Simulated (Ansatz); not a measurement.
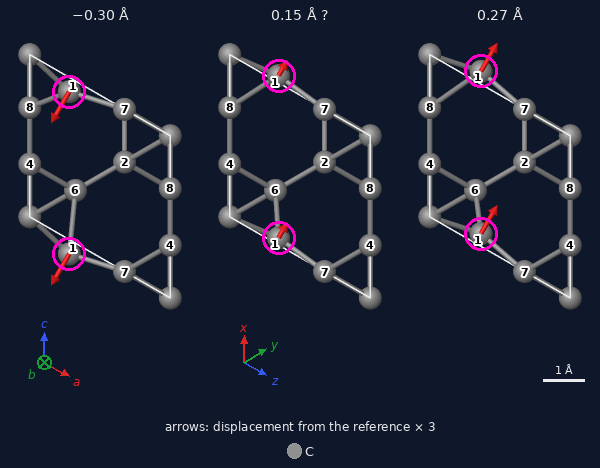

Energy scan for solid C (Im-3m), in which a C atom (one in each cell of 8 atoms) is moved along Cartesian [1 1 0], all else fixed. A ball-and-stick model of the cell of the calculation, seen along the b axis. The ringed atoms are those of the scanned coordinate. Red arrows: displacements from the reference.

Computed with DFT r2SCAN, scalar-relativistic, plane waves, PAW in Ansatz. Set-up: plane-wave cutoff 500 eV; k-point mesh 8 × 8 × 8; occupations gaussian; smearing width 0.05 eV; no spin polarisation. Energies (free energies at the smearing named) are counted from the relaxed crystal.

| displacement (Å) | energy change (meV/cell) |
| --- | --- |
| −0.30 | 1447 |
| −0.18 | 527 |
| −0.06 | 59 |
| 0.00 | 0 |
| 0.09 | 132 |
| 0.12 | 235 |
| 0.15 | ? |
| 0.21 | 716 |
| 0.24 | 932 |
| 0.27 | 1177 |

**One row is withheld. What is its energy?**

A straight line between the two neighbours gives 395 meV/cell. A cubic through the four nearest rows (0.09, 0.12, 0.21, 0.24) gives, with Lagrange weights, (−0.3000)(132) + (1.0000)(235) + (0.5000)(716) + (−0.2000)(932) = 367 meV/cell. The calculation gives 367 meV/cell, so the cubic is right to the digits shown and the straight line 28 meV/cell too high, as the curve bends upwards here.

The whole profile:

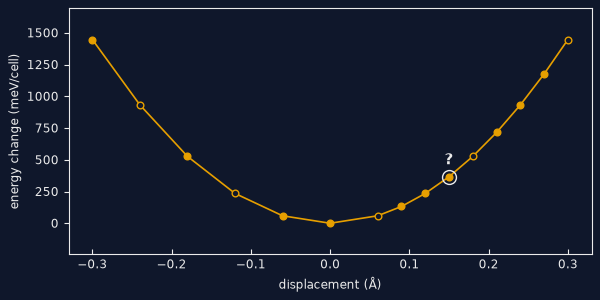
